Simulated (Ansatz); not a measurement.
Read the following structure.

```cif
data_structure
_symmetry_space_group_name_H-M 'P 1'
_symmetry_Int_Tables_number 1
_cell_length_a 2.6371
_cell_length_b 2.6371
_cell_length_c 4.3608
_cell_angle_alpha 90.000
_cell_angle_beta 90.000
_cell_angle_gamma 120.000
_cell_volume 26.26
loop_
_atom_site_label
_atom_site_type_symbol
_atom_site_fract_x
_atom_site_fract_y
_atom_site_fract_z
_atom_site_occupancy
B1 B 0.66667 0.33333 0.00023 1
B2 B 0.33333 0.66667 0.50023 1
N1 N 0.66667 0.33333 0.62477 1
N2 N 0.33333 0.66667 0.12477 1
```

Interpret the file: composition, symmetry and coordination.

The stoichiometry is BN. Space group: P6_3mc (No. 186). Lattice: primitive hexagonal. Among the common structure types it is wurtzite. The cell has 4 atoms, namely 2 B, 2 N. The polyhedra are BN4 tetrahedra; they share corners. Each B has four N in a tetrahedral arrangement at 1.62 to 1.64 Å. The neighbours of N are four B in a tetrahedral arrangement at 1.62 to 1.64 Å. The bonds build a three-dimensional framework.

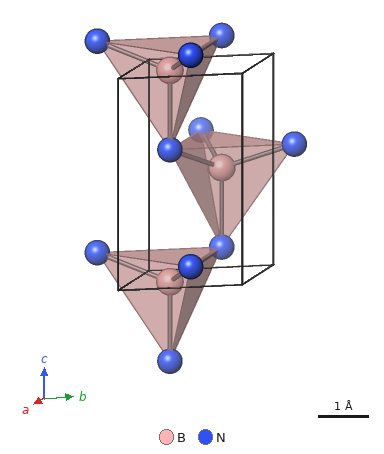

View slightly off an axis, drawn as a polyhedral model. Lines trace the edges of the conventional unit cell. A few atoms beyond the faces are included. Colours: boron pink, nitrogen blue.

Origin of the cell: a structure listed in the Materials Project. The cell was then strained or its atoms displaced on purpose. It was relaxed at fixed volume with Ansatz, DFT PBE, scalar-relativistic, plane waves, PAW.

At this level of theory the cell isn't at rest (stretched, at -30 GPa), so its distances can differ from those at equilibrium, the more so the softer the solid.
